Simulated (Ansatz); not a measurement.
**WS₂: geometry relaxation (part 2 of 2)**

WS₂ (P3m1, 9 atoms in the cell); DFT r2SCAN, scalar-relativistic, plane waves, PAW, no spin polarisation (Ansatz 0.2.0); cutoff 500 eV, 12×12×1 k-mesh, Gaussian smearing of 0.02 eV. The structure derives from a Materials Project entry. It belongs to a series of runs on one base structure; here: dispersion relaxed: r2SCAN, none.

Geometry of the input (Å; fractional positions):
```
3.1830  0.0000  0.0000
-1.5915  2.7565  0.0000
0.0000  0.0000  28.5322
W  0.6667  0.3333  0.6593
W  0.3333  0.6667  0.8855
W  0.3333  0.6667  0.4344
S  0.6667  0.3333  0.9402
S  0.6667  0.3333  0.4890
S  0.3333  0.6667  0.7140
S  0.6667  0.3333  0.8308
S  0.6667  0.3333  0.3797
S  0.3333  0.6667  0.6046
```

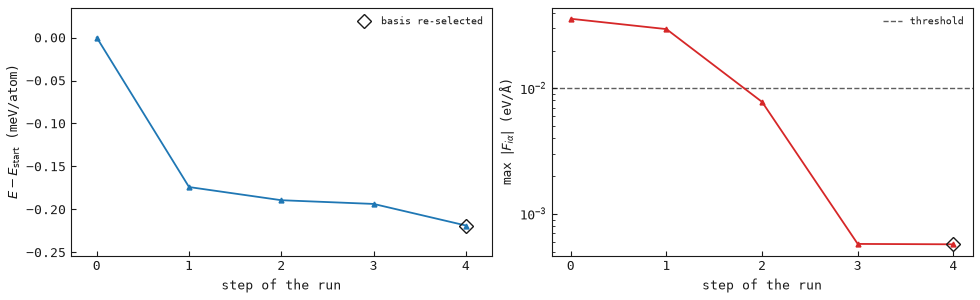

*Progress of the relaxation, step by step (the first geometry is step 0 here and step 1 in the log).*

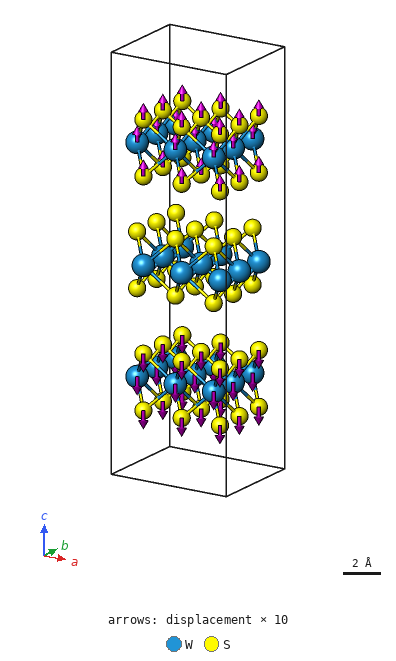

*The starting structure with the displacements as pink arrows, magnified 10 times (ball-and-stick view of the 3 × 3 repeat of the cell, with the vacuum cut short, seen slightly off an axis).*

The largest moves relative to the cell, 0.11 Å, are those of W3, S5 and S8. Largest moves by element: S 0.11 Å, W 0.11 Å. In the plane the drawn cell goes a 9.549 → 9.544 Å (0.0 %), b 9.549 → 9.544 Å (0.0 %). The space group (tolerance 0.01 Å) goes from P3m1 (No. 156) to P-6m2 (No. 187). The energy falls by 0.2 meV per atom in 3 geometry steps. Largest force component: 0.036 eV/Å at the start, 0.00057 eV/Å at the end. A last SCF at the same geometry on a re-selected plane-wave basis shifts the energy by next to nothing (0.0 meV per atom). (Atoms are counted from 1 in the order of the input.)

```
basis re-selected at this cell: Δ(F+E_penalty+E_count) = -2.259e-4 eV, ΔP = +0.000 GPa vs the last step (what re-selecting the basis moved, of the pressure what is left beyond the Pulay correction that the steps carried, after the strain that the cell walked since its last selection, with what the two solves' SCF thresholds leave and, on support functions, any second-order correction that the steps lacked; it is no measure of the basis error at this ecutwfc). This SCF's stress stands 1.73e-3 GPa from its target on what of the cell is left free (relax.cell.stress_tol is 5.00e-2 GPa) and its largest allowed force component is 5.71e-4 eV/Å (relax.f_tol is 1.00e-2 eV/Å): within both
WARN: The output density's exchange-correlation potential varies sharply where the density is thin. Do not read a vacuum level from v_tot or v_xc, or from such a field of the output density. On a cell that repeats whose density bears no net charge and no dipole along the vacuum's axis use v_es (v_loc + v_h of the components); under efield.dipole_correction with no amplitude use v_es + v_field, which holds any external_charges[].barrier, or the levels of the report's work_function block, which leave it out; under a non-zero efield.amplitude the vacuum is tilted and has no level; on a cell that repeats and bears such a dipole with no correction it is tilted too, and efield.dipole_correction with no amplitude gives each side of its ramp a level where efield: is served; in a cell that repeats whose density bears a net charge (total_charge, or a fill off its count) it is curved and has none; of a slab under crystal.periodic whose density bears no net charge use v_es, which has a level on each side, short of where the two are joined; of another it falls or rises all the way out and has none; of a slab beside external_charges read slab_vacuum_level instead, which it has where they leave it neutral. The grid or the basis barely resolves most such structure, and the values can differ between equally converged runs; as a rule a tighter scf.convergence.dr2_threshold does not remove it. Where the density itself ripples (under the LDA too) a higher basis.ecutwfc lessens it. The files hold the spikes' plane waves up to the density's cutoff. Files: v_tot_of_output_density and the like, and their columns of v_z.tsv (output.write_potential); v_xc_of_output_density and the like, and their columns of v_comp_z.tsv (output.write_potential_components). Measured: with its Gaussian average of σ = 0.25 Å subtracted twice, the exchange-correlation potential is over 0.1 eV at 1963 of the grid points where the equally averaged density (valence and model cores) is under 1e-3 e/Å³, and 0.901 eV at the most among them, at an averaged density of 4.1e-8 e/Å³. The input density's (outcome.potential() and, of a run that writes arrays, v_tot and v_xc) is over 0.1 eV, so measured, at 634 points of its own thin density, 0.307 eV at the most. See output.write_potential in the manual, Limitations
SCF converged after 7 iterations
Free energy (F): -36634.920101 eV
Harris-Foulkes:  -36634.920101 eV  (|F-HF|=1.46e-11)
Internal energy: -36634.920101 eV  (E = F + TS)
E sigma→0 (E₀):  -36634.920101 eV
Fermi energy:    5.936173 eV
--- Per-component energies (eV) ---
  E_band       = -1099.515307
  E_kinetic    = 1998.906666
  E_local      = -40779.573135  (includes V_loc(G=0)·N_el)
  E_nonlocal   = 173.168107
  E_hartree    = 19610.574371
  E_xc         = -1299.471266
  E_vxc        = -1349.554050  (∫ρ·V_xc dr)
  E_paw        = -29436.544934  (= ΣΔE_a)
  E_vpaw       = -430.717295  (= ΣTr[D̂ρ^β])
  E_aug_tail   = -0.000143  (compensation charges beyond the density's cutoff)
  E_vtau       = 67.105728  (kinetic-family band-sum trace: ∫τ·v_τ [+ j·A + Jᵃ·Aᵃ] dr)
  E_ewald      = 13100.442680
  E_core_change = -2.422447  (= ΣΔE_core)
  E_smearing   = -0.000000  (= −TS)
  E_closure    = 0.000000  (closes the sum)
  Σ components = -36634.920101   (vs F -36634.920101, Δ=0.00e0)
--- Forces (eV/Å), atoms counted from 1 ---
  atom   1  W      0.00000000     0.00000000    -0.00004327
  atom   2  W     -0.00000000    -0.00000000     0.00031223
  atom   3  W     -0.00000000    -0.00000000    -0.00017794
  atom   4  S      0.00000000     0.00000000    -0.00014609
  atom   5  S      0.00000000     0.00000000    -0.00025463
  atom   6  S     -0.00000000    -0.00000000     0.00033219
  atom   7  S      0.00000000     0.00000000    -0.00044543
  atom   8  S      0.00000000     0.00000000     0.00057118
  atom   9  S     -0.00000000    -0.00000000    -0.00014840
  max |Σ_I F_I| component: 1.48e-7 eV/Å
--- Stress (GPa, compression-positive) ---
       -0.001640       0.000000       0.000000
        0.000000      -0.001640       0.000000
        0.000000       0.000000      -0.001729
  P = ⅓ Tr σ = -0.0017 GPa (-0.017 kbar)
--- Band table (eV; the first three rows and the last of 19) ---
  k-point 0: bands = ["-71.1138", "-71.1130", "-71.1130", "-34.7486", "-34.7476", "-34.7476", "-34.5928", "-34.5928", "-34.5921", "-34.5921", "-34.5921", "-34.5921", "-10.7657", "-10.7286", "-10.6927", "-9.0544", "-8.9790", "-8.9090", "-2.0806", "-1.8623", "-1.6364", "1.7060", "1.7060", "1.7084", "1.7084", "1.7103", "1.7103", "2.0324", "2.5341", "2.9878", "2.9878", "2.9960", "2.9960", "3.0032", "3.0032", "3.1147", "4.5370", "4.8993", "5.1959", "7.8483", "7.8483", "7.8524", "7.8524", "7.8545", "7.8545", "7.9806", "7.9806", "8.0125"]
  k-point 1: bands = ["-71.1126", "-71.1117", "-71.1117", "-34.7441", "-34.7430", "-34.7430", "-34.6174", "-34.6167", "-34.6166", "-34.5985", "-34.5978", "-34.5978", "-10.6465", "-10.6093", "-10.5735", "-9.0098", "-8.9368", "-8.8691", "-1.9398", "-1.7222", "-1.4960", "1.4043", "1.4082", "1.4116", "1.7557", "1.8203", "1.8237", "1.8265", "2.1058", "2.3718", "2.8026", "2.8116", "2.8197", "3.0959", "3.2210", "3.4979", "4.5081", "4.8117", "5.0445", "7.7178", "7.7460", "7.7708", "7.7723", "7.8120", "7.8368", "7.8663", "7.9013", "7.9343"]
  k-point 2: bands = ["-71.1091", "-71.1083", "-71.1083", "-34.7317", "-34.7306", "-34.7306", "-34.6839", "-34.6832", "-34.6832", "-34.6139", "-34.6132", "-34.6132", "-10.3068", "-10.2701", "-10.2346", "-8.8832", "-8.8169", "-8.7560", "-1.5589", "-1.3467", "-1.1228", "0.6998", "0.7097", "0.7202", "1.2021", "1.4355", "1.6109", "2.1352", "2.1413", "2.1469", "2.3689", "2.3796", "2.3890", "3.0756", "3.2610", "3.5337", "4.3214", "4.4685", "4.5661", "7.2065", "7.3732", "7.5799", "7.6287", "7.6693", "7.7065", "7.7779", "7.8855", "7.9504"]
  k-point 18: bands = ["-71.0926", "-71.0918", "-71.0918", "-34.8597", "-34.8590", "-34.8589", "-34.8239", "-34.8232", "-34.8232", "-34.6721", "-34.6710", "-34.6710", "-8.2072", "-8.2047", "-8.2046", "-8.0764", "-8.0734", "-8.0733", "-1.2732", "-1.2454", "-1.2191", "-0.8382", "-0.8319", "-0.8293", "0.0412", "0.0856", "0.1253", "0.6511", "0.6527", "0.6848", "1.3371", "1.3589", "1.3908", "2.2674", "2.2846", "2.2949", "4.7122", "4.7507", "4.7867", "6.6767", "6.6773", "6.6774", "8.0744", "8.3482", "8.6269", "9.0262", "9.0427", "9.0618"]
--- Relaxed structure (4 steps of the walk, 4 accepted, 1 SCFs on fresh bases) ---
  F+E_penalty+E_count = -36634.92010141 eV   max|allowed force component| = 5.712e-4 eV/Å   (the final SCF, on the basis selected at the relaxed cell)
  cell:  # Å, volume = 251.5396 Å³
    - [3.1814540981821064, 2.8854006905227573e-11, 2.2247059647063804e-18]
    - [-1.5907270491160415, 2.755220069985389, -1.5856416629956501e-18]
    - [1.994241571557168e-17, -4.898923211641468e-18, 28.696198512318524]
  atoms:
    - { symbol: W, position: [0.6666666666666665, 0.33333333333333326, 0.659716013380413] }
    - { symbol: W, position: [0.33333333333333337, 0.6666666666666666, 0.8874819164449331] }
    - { symbol: W, position: [0.33333333333333337, 0.6666666666666666, 0.4319800021771611] }
    - { symbol: S, position: [0.6666666666666665, 0.33333333333333326, 0.9418082231755358] }
    - { symbol: S, position: [0.6666666666666665, 0.33333333333333326, 0.486329272655884] }
    - { symbol: S, position: [0.33333333333333337, 0.6666666666666666, 0.7140623784023395] }
    - { symbol: S, position: [0.6666666666666665, 0.33333333333333326, 0.8331336769711618] }
    - { symbol: S, position: [0.6666666666666665, 0.33333333333333326, 0.37765301862631356] }
    - { symbol: S, position: [0.33333333333333337, 0.6666666666666666, 0.6053694881662579] }
```

## Trajectory as extended XYZ (Å, eV, eV/Å), 5 frames, from step=1 to step=5
```
9
Lattice="3.1830 0.0000 0.0000 -1.5915 2.7565 0.0000 0.0000 0.0000 28.5322" Properties=species:S:1:pos:R:3:forces:R:3 step=1 energy=-36634.91813 pressure_GPa=-0.08
W     1.5915    0.9188   18.8109    0.0000   0.0000   0.0041
W     0.0000    1.8377   25.2662    0.0000   0.0000  -0.0016
W     0.0000    1.8377   12.3933    0.0000   0.0000  -0.0080
S     1.5915    0.9188   26.8256    0.0000   0.0000  -0.0192
S     1.5915    0.9188   13.9531    0.0000   0.0000  -0.0336
S     0.0000    1.8377   20.3706    0.0000   0.0000  -0.0255
S     1.5915    0.9188   23.7059    0.0000   0.0000   0.0358
S     1.5915    0.9188   10.8340    0.0000   0.0000   0.0179
S     0.0000    1.8377   17.2513    0.0000   0.0000   0.0301
9
Lattice="3.1814 0.0000 0.0000 -1.5907 2.7552 0.0000 0.0000 0.0000 28.7043" Properties=species:S:1:pos:R:3:forces:R:3 step=2 energy=-36634.91970 pressure_GPa=0.07
W     1.5907    0.9184   18.9535    0.0000   0.0000  -0.0012
W     0.0000    1.8368   25.4687    0.0000   0.0000   0.0046
W     0.0000    1.8368   12.3887    0.0000   0.0000  -0.0014
S     1.5907    0.9184   27.0270    0.0000   0.0000   0.0147
S     1.5907    0.9184   13.9473    0.0000   0.0000   0.0236
S     0.0000    1.8368   20.5119    0.0000   0.0000   0.0232
S     1.5907    0.9184   23.9100    0.0000   0.0000  -0.0163
S     1.5907    0.9184   10.8306    0.0000   0.0000  -0.0175
S     0.0000    1.8368   17.3952    0.0000   0.0000  -0.0296
9
Lattice="3.1803 0.0000 0.0000 -1.5902 2.7542 0.0000 0.0000 0.0000 28.7062" Properties=species:S:1:pos:R:3:forces:R:3 step=3 energy=-36634.91984 pressure_GPa=0.02
W     1.5902    0.9181   18.9340    0.0000   0.0000  -0.0002
W     0.0000    1.8362   25.4818    0.0000   0.0000   0.0005
W     0.0000    1.8362   12.3989    0.0000   0.0000   0.0001
S     1.5902    0.9181   27.0414    0.0000   0.0000  -0.0049
S     1.5902    0.9181   13.9593    0.0000   0.0000  -0.0078
S     0.0000    1.8362   20.4942    0.0000   0.0000  -0.0051
S     1.5902    0.9181   23.9216    0.0000   0.0000   0.0025
S     1.5902    0.9181   10.8392    0.0000   0.0000   0.0076
S     0.0000    1.8362   17.3737    0.0000   0.0000   0.0073
9
Lattice="3.1815 0.0000 0.0000 -1.5907 2.7552 0.0000 0.0000 0.0000 28.6962" Properties=species:S:1:pos:R:3:forces:R:3 step=4 energy=-36634.91987 pressure_GPa=-0.00
W     1.5907    0.9184   18.9313    0.0000   0.0000   0.0000
W     0.0000    1.8368   25.4674    0.0000   0.0000   0.0003
W     0.0000    1.8368   12.3962    0.0000   0.0000  -0.0002
S     1.5907    0.9184   27.0263    0.0000   0.0000  -0.0001
S     1.5907    0.9184   13.9558    0.0000   0.0000  -0.0002
S     0.0000    1.8368   20.4909    0.0000   0.0000   0.0003
S     1.5907    0.9184   23.9078    0.0000   0.0000  -0.0005
S     1.5907    0.9184   10.8372    0.0000   0.0000   0.0006
S     0.0000    1.8368   17.3718    0.0000   0.0000  -0.0002
9
Lattice="3.1815 0.0000 0.0000 -1.5907 2.7552 0.0000 0.0000 0.0000 28.6962" Properties=species:S:1:pos:R:3:forces:R:3 step=5 energy=-36634.92010 pressure_GPa=-0.00
W     1.5907    0.9184   18.9313    0.0000   0.0000   0.0000
W     0.0000    1.8368   25.4674    0.0000   0.0000   0.0003
W     0.0000    1.8368   12.3962    0.0000   0.0000  -0.0002
S     1.5907    0.9184   27.0263    0.0000   0.0000  -0.0001
S     1.5907    0.9184   13.9558    0.0000   0.0000  -0.0003
S     0.0000    1.8368   20.4909    0.0000   0.0000   0.0003
S     1.5907    0.9184   23.9078    0.0000   0.0000  -0.0004
S     1.5907    0.9184   10.8372    0.0000   0.0000   0.0006
S     0.0000    1.8368   17.3718    0.0000   0.0000  -0.0001
```

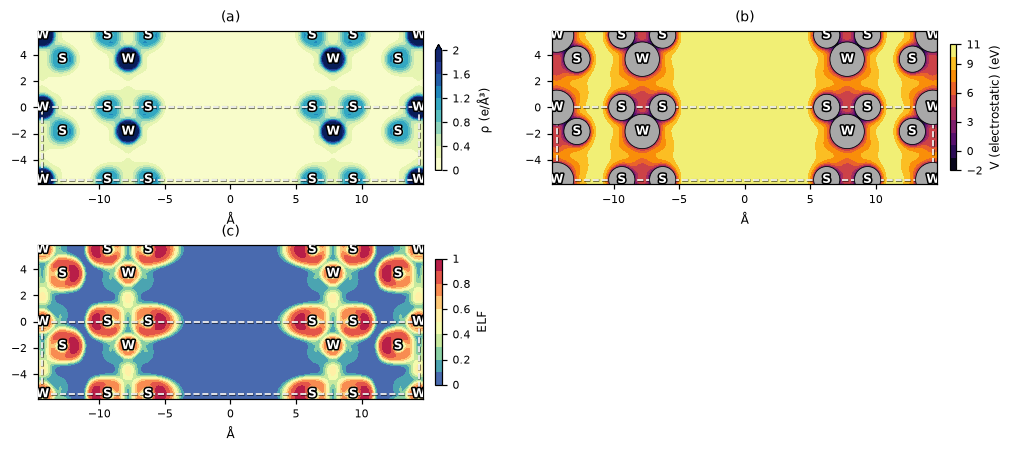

*(a) valence pseudo-density; (b) electrostatic potential energy of an electron; (c) ELF on the (110) plane of the conventional cell. Grey discs, where drawn, cover atomic cores.*

W–S (2.41 Å): the density is about 0.64 e/Å³ at the midpoint; the ELF is about 0.50 at the midpoint. The density dies away to nearly zero in the voids. The strong features right at W lie inside the PAW spheres (semicore, d or f shells) and say nothing about bonding. Outside the cores the potential energy rises away from the atoms and is highest about 2.9 Å from the nearest atoms; outside the discs it spans about 12 eV, and its zero is arbitrary. Core electrons are frozen (PAW), so the fields are smoothed inside the atomic spheres.
